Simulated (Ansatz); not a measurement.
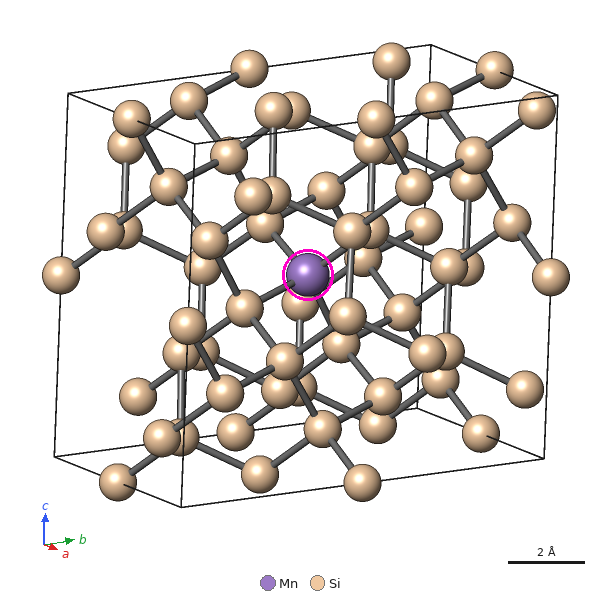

Figure: ball-and-stick view slightly off an axis. One supercell is outlined, and atoms on its boundary appear in each equivalent place. The host is Si, in a cell of 48 sites, and the cell carries a charge of -1. A ring marks the defect's site.

Identify the point defect.

Manganese on a silicon site (a substitutional impurity). It is bonded to four Si in a tetrahedral arrangement at about 2.4 Å.

Electronic-structure method: DFT PBE, scalar-relativistic, plane waves, PAW in Ansatz 0.2.0. Parameters: a 420 eV plane-wave basis, k-points on a 2×2×2 grid, Gaussian smearing of 0.02 eV, collinear spins.

Is there a net spin in the supercell?

Yes, 4.0 μB in the cell.

The atoms were relaxed in the host's cell with Ansatz 0.2.0, DFT PBE, scalar-relativistic, plane waves, PAW.
